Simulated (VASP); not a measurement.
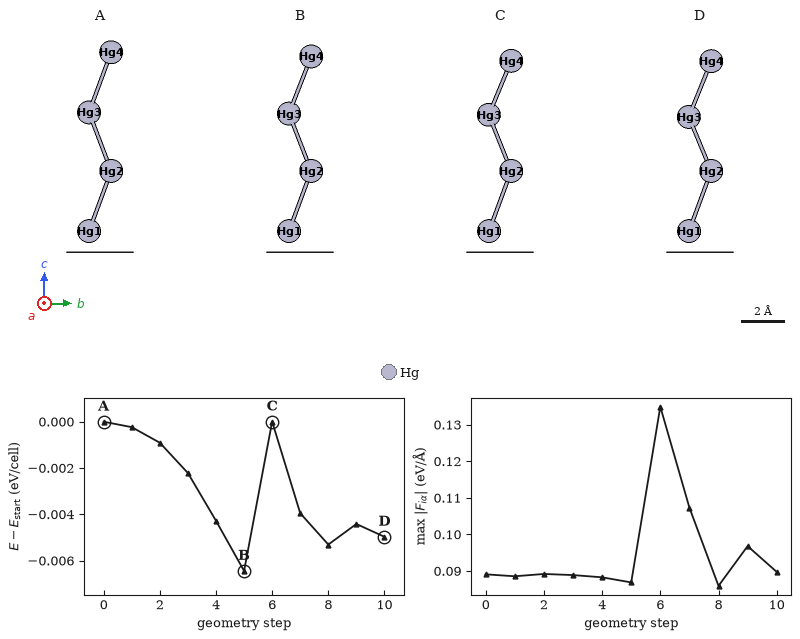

Frames of a relaxation of a slab of composition Hg, marked on the history of the run. A ball-and-stick model of the cell of the calculation, outlined in the plane, without the vacuum, seen along the a axis.

The run lets the atoms move in a fixed cell. 2 atoms are held fixed.

Level of theory: VASP, Kohn-Sham DFT of a periodic cell, PBE with dDsC, VASP PAW PBE potentials, recommended.

Input file:
```
PREC = Accurate ; ENCUT = 520
EDIFF = 1E-6 ; ISMEAR = 0
SIGMA = 0.05 ; LREAL = False
LASPH = True ; NELM = 60
ALGO = Normal ; ISIF = 2
LWAVE = False ; LCHARG = False
LDIPOL = True ; IDIPOL = 3
DIPOL = 0.5 0.5 0.500 ; GGA = PE
IVDW = 4 ; IBRION = 2
NSW = 60 ; EDIFFG = -0.005
```

Run as
```bash
cat potpaw_PBE.64/Hg/POTCAR > POTCAR
mpirun -np 1 vasp_std > vasp.out
```

> Describe the path.

Over 10 geometry steps the energy falls by 5.0 meV per cell of the calculation. Largest force component: 0.089 eV/Å at the start, 0.09 eV/Å at the end. Hg4 moves most: 0.42 Å along the normal (−c). The cell stays as it was. Some distances before and after: Hg2–Hg3 3.458 → 3.282 Å, Hg3–Hg4 3.519 → 3.348 Å, Hg2–Hg3 (another image) 3.469 → 3.312 Å, Hg3–Hg4 (another image) 3.526 → 3.382 Å. It ran on 1 thread of AMD EPYC 9R45 96-Core Processor (Zen 5), with other jobs on the host. From step 0 to 5: Hg4 moves most (0.20 Å), energy −6.4 meV per cell of the calculation. From step 5 to 6: Hg4 moves most (0.21 Å), energy +6.4 meV per cell of the calculation. From step 6 to 10: Hg3 moves most (0.10 Å), energy −5.0 meV per cell of the calculation.
